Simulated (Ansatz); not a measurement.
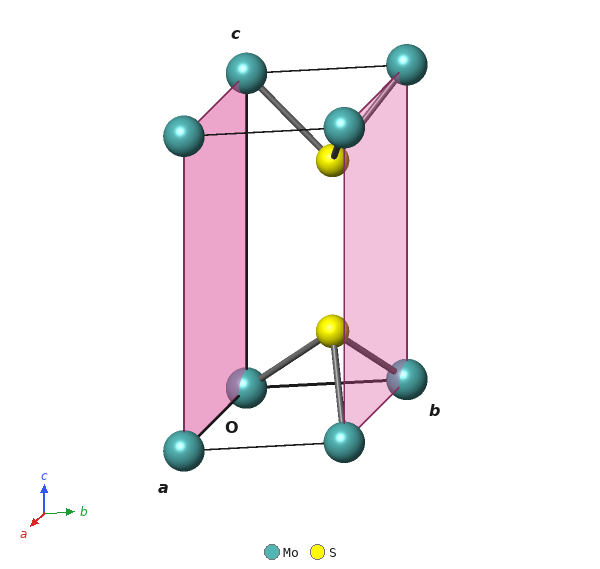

Crystal: MoS2, the input geometry of an electronic-structure calculation (not necessarily at equilibrium). Every member of one family of equally spaced planes, hx + ky + lz = a whole number, that cuts the unit cell is shaded (one member passes through the origin O). Geometry calculated from the standardised cell; symmetry tolerance 0.002 Å.

a = 3.171 Å, b = 3.171 Å, c = 6.810 Å, α = 90.00°, β = 90.00°, γ = 120.00°.

> Which (hkl) family is drawn?

(0 1 0), in four indices (0 1 −1 0); the opposite sign names the same planes. The member next to the origin meets the axes a never, b at 1, c never.

> What is the spacing?

d = 2.746 Å.

> Which atoms of the cell lie in these planes (within 0.03 Å)?

The Mo atom.

> The space group is P-6m2, No. 187. How many reflections hkl are equivalent to this one (itself included), and does it occur?

6 reflections are equivalent in the Laue class 6/mmm. The space group allows the reflection.
